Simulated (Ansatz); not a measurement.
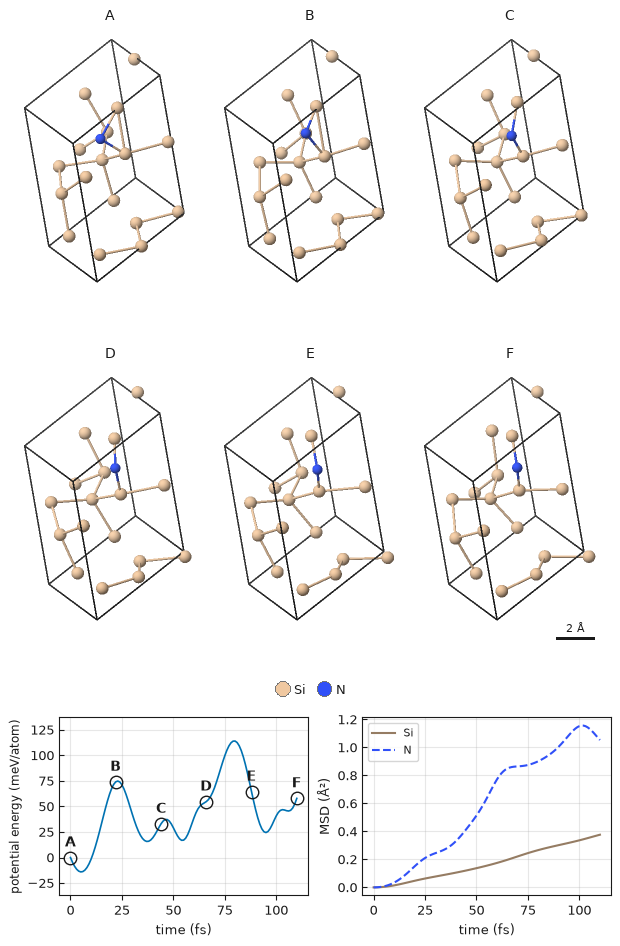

Molecular dynamics of Si with an interstitial N (17 atoms in the cell), 110 fs long. It starts from the last geometry of an earlier run, with fresh velocities. Frames (A at 0 fs, B at 22 fs, C at 44 fs, D at 66 fs, E at 88 fs, F at 110 fs) and the history of the run. The picture is a ball-and-stick view of the reduced simulation cell, seen slightly off an axis. Bonds to atoms that aren't drawn are left out. Lengths and directions refer to the drawn axes.

Method: DFT PBE-D3(BJ), scalar-relativistic, plane waves, PAW in Ansatz 0.2.0. Run with plane-wave cutoff 420 eV; k-point mesh 2 × 2 × 2; Fermi-Dirac smearing 0.05 eV; spin collinear; low-accuracy preset; constant energy (NVE); velocities drawn for 1680 K; time step 1 fs.

**What happens in this trajectory?**

In the second half of the run the atoms are, in the root-mean-square, this far from where they began (common drift taken out): N 0.97 Å, Si 0.52 Å. The run lasts only 110 fs, too short to tell vibration from diffusion. The mean temperature in the second half is 1192 K (standard deviation 234 K). The potential energy in the second half lies on average 59.4 meV per atom above the first frame.

Limits of the set-up: the k-point mesh is coarse for a cell with partly filled bands; the program's low-accuracy preset was used; the periodic images lie only 7.7 Å apart, so the values are limited by the cell's size.

Cost: 35 min on 1 thread of Arm Neoverse V1, on a shared host, peak memory 0.72 GiB.
